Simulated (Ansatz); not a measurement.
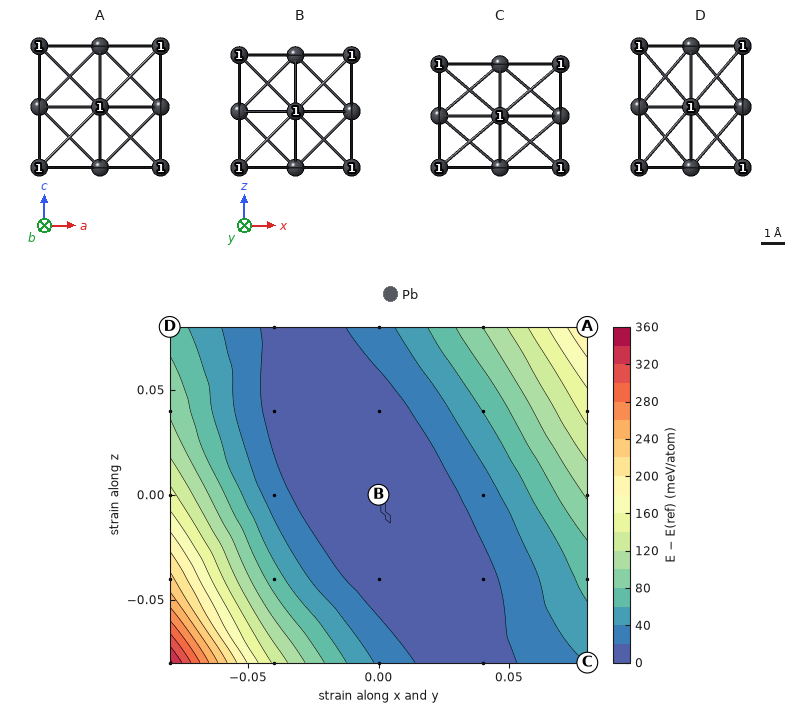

Crystalline Pb (Fm-3m): the cell is strained equally along x and y and separately along z, with the atoms kept at their fractional coordinates. x, y and z are the Cartesian axes of the input. The map is interpolated between the computed points (dots). The lettered frames are marked on it. Style: ball-and-stick. Shown: the conventional cell (4 times the calculation's cell), along the b axis. Lengths and directions refer to the drawn axes.

All numbers below come from DFT PBEsol, scalar-relativistic, plane waves, PAW (Ansatz). (plane-wave cutoff 420 eV; k-point mesh 16 × 16 × 16; occupations gaussian; smearing width 0.15 eV; no spin polarisation). Energies (free energies at the smearing named) are counted from the cell as listed in its source, which wasn't relaxed.

> What does the map show?

In pairs of (strain along x and y; strain along z): the lowest computed point lies at (0.000, 0.000) (0 meV/atom), the highest at (−0.080, −0.080) (345 meV/atom). The valley is tilted: raising the in-plane strain is made harder by raising the strain along z (cross term 0.77 of the geometric mean of the two curvatures). Over the ranges scanned the energy rises more along the first axis, the in-plane strain. The pressure runs from −6.3 GPa at (0.080, 0.080) to 21.4 GPa at (−0.080, −0.080). The frames lie at A (0.080, 0.080): 200 meV/atom, B (0.000, 0.000): 0 meV/atom, C (0.080, −0.080): 40 meV/atom, D (−0.080, 0.080): 70 meV/atom.
